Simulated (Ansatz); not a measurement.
Single-point calculation of Si

The run: single-point calculation of Si (12 atoms in the cell). Method and program: DFT LDA, scalar-relativistic, plane waves, PAW, no spin polarisation (Ansatz 0.2.0).

The structure derives from a Materials Project entry. Figures and captions count atoms from 1; the log counts them from 0 in places.

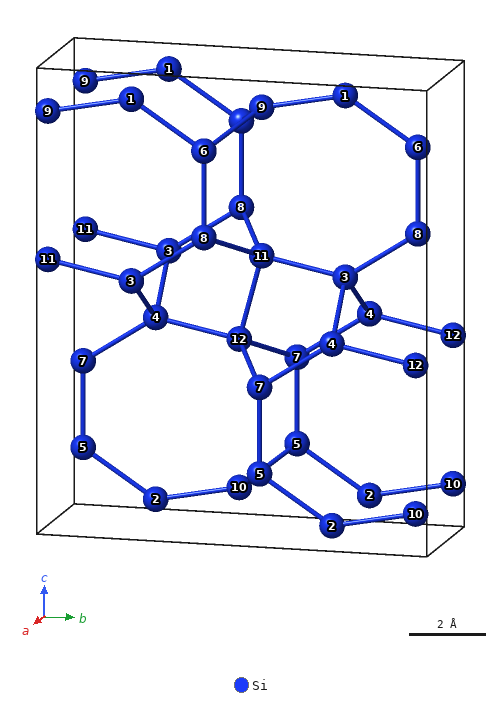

The structure as given in the input (ball-and-stick view of the cell 2 times as large as that of the calculation, set on its symmetry axes, seen slightly off an axis; atoms are numbered from 1 in the order of the input). An atom can appear more than once, as a periodic image.

## Input
```yaml
crystal:
  lattice:
    - [1.8997799719, -5.3208857962, 0.0]
    - [1.8997799719, 5.3208857962, 0.0]
    - [0.0, 0.0, 12.5712748169]
  atoms:
    - { symbol: Si, position: [0.7570646004, 0.2429353996, 0.9449782463] }
    - { symbol: Si, position: [0.2429353996, 0.7570646004, 0.0550217537] }
    - { symbol: Si, position: [0.7570646004, 0.2429353996, 0.5550217537] }
    - { symbol: Si, position: [0.2429353996, 0.7570646004, 0.4449782463] }
    - { symbol: Si, position: [0.4287050011, 0.5712949989, 0.1572270431] }
    - { symbol: Si, position: [0.5712949989, 0.4287050011, 0.8427729569] }
    - { symbol: Si, position: [0.4287050011, 0.5712949989, 0.3427729569] }
    - { symbol: Si, position: [0.5712949989, 0.4287050011, 0.6572270431] }
    - { symbol: Si, position: [0.9711043184, 0.0288956816, 0.9092784553] }
    - { symbol: Si, position: [0.0288956816, 0.9711043184, 0.0907215447] }
    - { symbol: Si, position: [0.9711043184, 0.0288956816, 0.5907215447] }
    - { symbol: Si, position: [0.0288956816, 0.9711043184, 0.4092784553] }
basis:
  ecutwfc: 420
kpoints:
  mp_grid: { grid: [8, 8, 2] }
hamiltonian:
  xc: lda
scf:
  occupations: { method: gaussian, width: 0.03 }
output:
  forces: true
  stress: true
  eigenvalues: true
```

Hardware: 2 threads of Intel Xeon @ 2.50GHz (Skylake/Cascade Lake), 189 GiB of memory available, shared host.

Launch command:
```bash
ansatz run input.yaml --threads 2 --pin off --max-ram 5120MiB --backend cpu --events-out ev --progress --plain --runs-dir out
```

## What the program printed
```
Engine: ansatz 0.2.0, x86_64-unknown-linux-gnu
Pseudopotentials: kind: paw
Pseudopotential: Si, paw, valence charge 4, recommended cutoff 420 eV (normal), Si.paw.azcp
Functional definition: SPW92
  exchange = slater_x
  correlation = pw_c
Crystal: 12 atoms, lattice volume = 254.154 Å³
Basis set: ecut = 420 eV, 4973 PW (Γ)
Bands: 36, of which v1, the nominal top of the filled ones, is band 24 counted from 1 (23 counted from 0)
Symmetry: 8 space group operations
Space group: Cmcm (ITA 63), of the structure as read, at distance tolerance 6.3e-5 Å
k-points: 42 of 128
Non-local potential: Si, projectors of the file, l = 0: 2, l = 1: 2, l = 2: 2
PAW form: soft (Blöchl's): semilocal exchange-correlation on the pseudo side does not see the compensation charge
PAW frozen core: Si, regenerated for the run's functional, and the local potential with it (the file was generated under x = pbe(κ = 0.804, μ = 0.2195149727645171), c = pbe(β = 0.06672455060314922))
PAW one-centre angular grid: Si, 110 points (default); XC on 64 Gauss nodes
Initial density: superposition of atomic densities (neutral atoms: chi_scale 0, normalization atom), corrected by the library's trained network
Initial wavefunctions: pseudopotential atomic-orbital guess
Functional: x = slater, c = lda
SCF iter   1: F=—  HF=-7302.596546 eV  |F-HF|=—  |Δ(HF+E_count)|=         —  Δρ=3.50e-3  dr2=2.17e-2  ethr=1.77e-3  ⟨swp⟩=7.4  Hψ=8388  notcnv=0  defer=17
preconditioner: auto → Resta (q_TF=auto, 2.067 Å⁻¹)  ε∞=5.3  [insulator: Δε(μ)=0.399 eV  Ē_g=7.776 eV  σ=0.030 eV  W_gap=1.00  n_scr=42 (ndim 8)  ℏωp=16.1 eV  f_vac=0.020  D(μ)=0.00/eV (n_scr^D=0)  ε∞_Penn≈5.3]
SCF iter   2: F=—  HF=-7302.593282 eV  |F-HF|=—  |Δ(HF+E_count)|=   3.26e-3  Δρ=1.92e-3  dr2=6.42e-3  ethr=4.51e-5  ⟨swp⟩=2.2  Hψ=2581  notcnv=0  defer=134
SCF iter   3: F=—  HF=-7302.591898 eV  |F-HF|=—  |Δ(HF+E_count)|=   1.38e-3  Δρ=1.58e-4  dr2=8.40e-5  ethr=1.34e-5  ⟨swp⟩=2.8  Hψ=2411  notcnv=0  defer=36
automatic band count: iteration 3 solves 33 bands in place of 36: the levels show a gap, and the empty bands left out lie too high to hold charge; the band table lists the bands solved (type scf.n_extra_bands for more)
SCF iter   4: F=—  HF=-7302.591916 eV  |F-HF|=—  |Δ(HF+E_count)|=   1.84e-5  Δρ=3.91e-5  dr2=5.55e-6  ethr=1.75e-7  ⟨swp⟩=2.3  Hψ=2017  notcnv=0  defer=36
SCF iter   5: F=—  HF=-7302.591920 eV  |F-HF|=—  |Δ(HF+E_count)|=   3.56e-6  Δρ=1.12e-5  dr2=6.07e-7  ethr=1.16e-8  ⟨swp⟩=2.5  Hψ=2171  notcnv=0  defer=36
SCF iter   6: F=-7302.591921 eV  HF=-7302.591921 eV  |F-HF|=1.04e-8  |Δ(HF+E_count)|=   5.66e-7  Δρ=3.62e-6  dr2=9.55e-8  ethr=2.08e-10  ⟨swp⟩=10.8  Hψ=7141  notcnv=0
SCF 1 converged in 6 iterations: F = -7302.591921 eV  dr2 = 9.55e-8
  greatest PAW one-centre occupation: 0.645 electrons in one spin orbital (limit 2), on the Si atom at site 11 (counted from 0), in its partial waves of l = 0
```

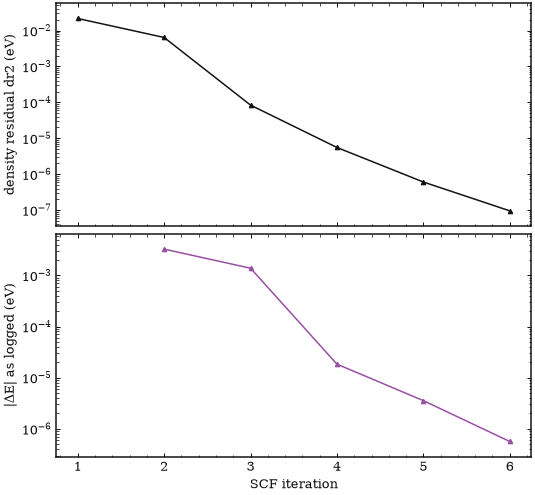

Convergence of the self-consistent field: density residual dr2 and size of the energy change against the SCF iteration. The residual falls at every step.

```
SCF converged after 6 iterations
Free energy (F): -7302.591921 eV
Harris-Foulkes:  -7302.591921 eV  (|F-HF|=1.04e-8)
Internal energy: -7302.591921 eV  (E = F + TS)
E sigma→0 (E₀):  -7302.591921 eV
Fermi energy:    5.740897 eV
--- Per-component energies (eV) ---
  E_band       = 17.574043
  E_kinetic    = 488.376732
  E_local      = -547.656984  (includes V_loc(G=0)·N_el)
  E_nonlocal   = 325.352840
  E_hartree    = 176.492479
  E_xc         = -658.725629
  E_vxc        = -566.854601  (∫ρ·V_xc dr)
  E_paw        = -5833.833693  (= ΣΔE_a)
  E_vpaw       = -34.624508  (= ΣTr[D̂ρ^β])
  E_aug_tail   = 0.000067  (compensation charges beyond the density's cutoff)
  E_ewald      = -1253.609702
  E_core_change = 1.011969  (= ΣΔE_core)
  E_smearing   = -0.000000  (= −TS)
  E_closure    = 0.000000  (closes the sum)
  Σ components = -7302.591921   (vs F -7302.591921, Δ=0.00e0)
--- Forces (eV/Å), atoms counted from 1 ---
  atom   1  Si     0.00000000     0.00122099     0.00181032
  atom   2  Si     0.00000000    -0.00122099    -0.00181032
  atom   3  Si     0.00000000     0.00122099    -0.00181032
  atom   4  Si     0.00000000    -0.00122099     0.00181032
  atom   5  Si     0.00000000    -0.00218984    -0.00522738
  atom   6  Si     0.00000000     0.00218984     0.00522738
  atom   7  Si     0.00000000    -0.00218984     0.00522738
  atom   8  Si     0.00000000     0.00218984    -0.00522738
  atom   9  Si    -0.00000000    -0.00436451     0.00071748
  atom  10  Si    -0.00000000     0.00436451    -0.00071748
  atom  11  Si    -0.00000000    -0.00436451    -0.00071748
  atom  12  Si    -0.00000000     0.00436451     0.00071748
  max |Σ_I F_I| component: 9.80e-17 eV/Å
--- Stress (GPa, compression-positive) ---
        0.012792       0.000000       0.000000
        0.000000      -0.030237       0.000000
        0.000000       0.000000       0.016041
  P = ⅓ Tr σ = -0.0005 GPa (-0.005 kbar)
--- Band table (eV; the first three rows and the last of 42) ---
  k-point 0: bands = ["-6.7002", "-6.3594", "-5.1130", "-3.7579", "-3.2320", "-2.4252", "-1.4395", "-0.9820", "-0.6692", "0.4016", "0.5261", "1.1539", "1.6691", "1.8207", "2.9705", "3.2118", "3.6766", "3.7586", "3.8803", "3.9236", "4.2416", "4.5512", "5.0108", "5.0806", "6.0816", "6.7147", "6.7784", "6.8615", "7.2793", "7.5782", "7.8350", "7.8777", "8.7751"]
  k-point 1: bands = ["-6.5605", "-6.5605", "-4.5812", "-4.5812", "-2.6406", "-2.6406", "-1.0794", "-1.0794", "-0.4844", "-0.4844", "0.7833", "0.7833", "2.1261", "2.1261", "3.3634", "3.3634", "3.4680", "3.4680", "3.8569", "3.8569", "4.4402", "4.4402", "4.6490", "4.6490", "6.5201", "6.5201", "6.9246", "6.9246", "7.5862", "7.5862", "8.2969", "8.2969", "8.3897"]
  k-point 2: bands = ["-6.5421", "-6.2005", "-4.9773", "-3.6214", "-3.1615", "-2.4368", "-1.6410", "-0.7036", "-0.4339", "0.1839", "0.2837", "1.1266", "1.5469", "1.8739", "2.4405", "2.9563", "3.0750", "3.0857", "3.5449", "3.5457", "3.8604", "4.0540", "4.3622", "4.8775", "6.4393", "7.3471", "7.7197", "7.7571", "7.9328", "8.0020", "8.3148", "8.6585", "8.8437"]
  k-point 41: bands = ["-5.6808", "-5.6808", "-5.1614", "-5.1614", "-3.9454", "-3.9454", "-1.9771", "-1.9771", "0.3286", "0.3286", "1.9683", "1.9683", "2.6689", "2.6689", "3.7119", "3.7119", "4.1389", "4.1389", "4.2505", "4.2505", "4.4095", "4.4095", "5.4295", "5.4295", "5.9631", "5.9631", "7.2103", "7.2103", "7.4467", "7.4467", "7.9264", "7.9264", "8.7351"]
```

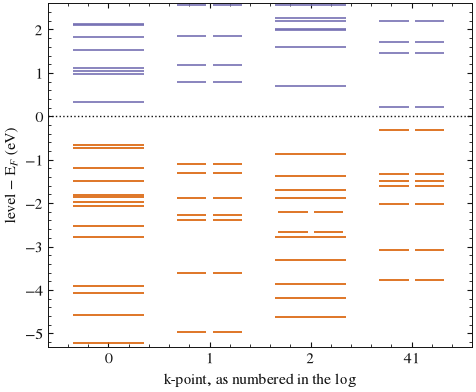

Kohn–Sham levels near the Fermi level (dotted) at the few k-points that the log prints; levels within 0.02 eV of each other stand side by side. Among these points the highest filled and lowest empty levels are 0.53 eV apart; the gap on the full mesh, 0.38 eV, has an edge at a point that isn't printed.

## Results in brief

```csv
quantity,value
outcome,converged
space group (tolerance 0.01 Å),Cmcm (63)
electrons treated,48
free energy,−7302.5919 eV
Fermi energy,5.741 eV
gap on the k-point mesh,0.38 eV
pressure,0.00 GPa
largest force (length of the vector),0.006 eV/Å
wall time,26 s (CPU time 50 s)
peak memory,0.66 GiB
```
